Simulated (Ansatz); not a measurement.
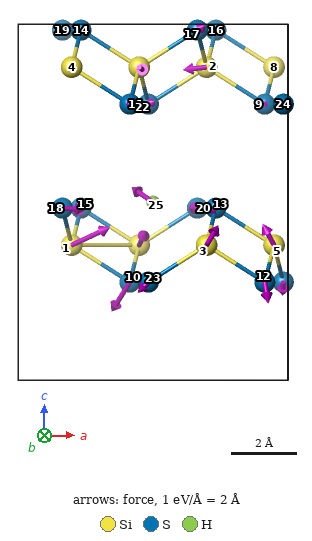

Starting geometry of a defect cell of composition Si$_{8}$HS$_{16}$ (cell charge −1) with the computed forces as purple arrows. The picture is a ball-and-stick view of the cell of the calculation (origin shifted), seen along the b axis.

Case: H interstitial, charge -1, atoms relaxed.

These are results of DFT PBE, scalar-relativistic, plane waves, PAW (Ansatz 0.2.0), not measurements. Set-up: plane-wave cutoff 420 eV; k-point mesh 2 × 2 × 2; occupations gaussian; smearing width 0.02 eV; mesh shifted by (0.5, 0.5, 0.5); no spin polarisation; atoms relaxed in a fixed cell; force threshold 0.02 eV/Å; at most 60 steps.

What follows when this structure is relaxed?

It isn't relaxed: the largest force vector, on a Si atom, is 0.72 eV/Å. The final displacements have little in common with the starting forces (cosine between the two patterns 0.02). After 32 accepted moves (34 points after the start) the energy has fallen by 2.310 eV per cell of the calculation. The largest force component goes from 0.61 to 0.01 eV/Å. The line search rejected the trial steps at points 7, 25 of the run. The H atom moves most: 1.76 Å along [−1 −1 −1]. Largest moves by element: H 1.76 Å, S 0.81 Å, Si 0.78 Å. The lattice vectors keep their values. Some distances before and after: H–Si 3.008 → 1.483 Å, S–Si 2.149 → 2.395 Å, Si–Si 2.796 → 2.944 Å, S–Si 2.149 → 2.076 Å. New bonds form: H–Si (3.01 → 1.48 Å). Among the angles between lasting bonds that change: S–Si–S 114.9° → 174.0°, S–Si–S 115.1° → 92.6°, S–Si–S 115.1° → 105.0°. Cost: 4 min on 4 threads of Intel(R) Xeon(R) Platinum 8488C (Sapphire Rapids) (shared host), peak memory 1.7 GiB.

Limits of the set-up: the periodic images lie only 8.5 Å apart, so the values are limited by the cell's size; the cell is charged, on a uniform background, and energies carry no finite-size correction.
